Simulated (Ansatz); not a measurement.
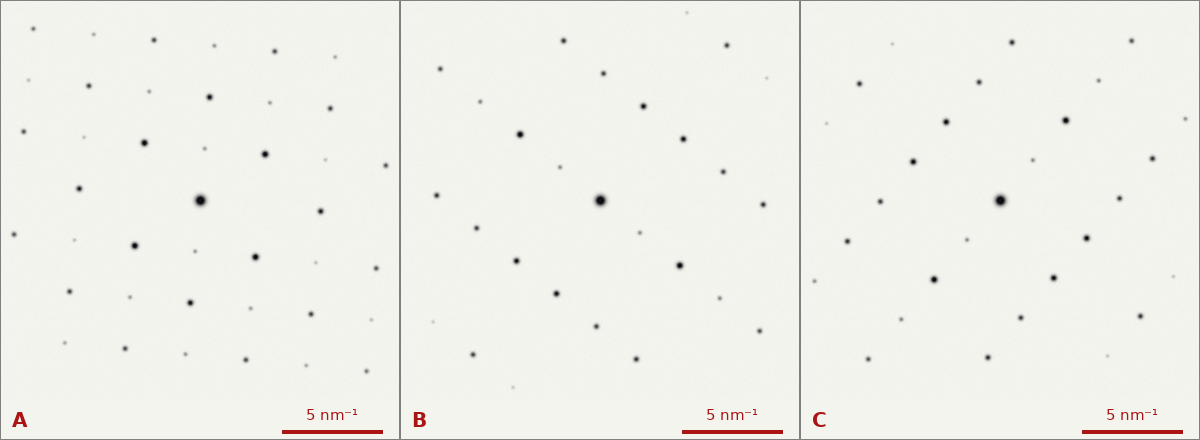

The patterns are kinematic simulations for 300 kV electrons (no multiple scattering; isotropic B = 0.5 Å²).

All three come from Ga, space group C2/c (No. 15), a = 2.71 Å, b = 7.75 Å, c = 3.31 Å, β = 95.41°. Structure: the input geometry of an electronic-structure calculation (not necessarily at equilibrium).

```cif
data_structure
_symmetry_space_group_name_H-M 'C2/c'
_symmetry_Int_Tables_number 15
_cell_length_a 2.7133
_cell_length_b 7.7458
_cell_length_c 3.3140
_cell_angle_alpha 90.000
_cell_angle_beta 95.410
_cell_angle_gamma 90.000
_cell_volume 69.34
loop_
_atom_site_label
_atom_site_type_symbol
_atom_site_symmetry_multiplicity
_atom_site_Wyckoff_symbol
_atom_site_fract_x
_atom_site_fract_y
_atom_site_fract_z
_atom_site_occupancy
Ga1 Ga 4 e 0.50000 0.63394 0.25000 1
```

> Assign the zone axes [10-1], [100], [101] to A, B and C.

A is [100]: rectangular net of 0 2 0 at d = 3.87 Å and 0 0 1 (itself extinct) at d = 3.30 Å, at 90.0°. B is [10-1]: centred rectangular net of 0 2 0 at d = 3.87 Å and 1 1 1 at d = 1.94 Å, at 75.5°. C is [101]: centred rectangular net of 0 2 0 at d = 3.87 Å and 1 1 -1 at d = 2.11 Å, at 74.2°.
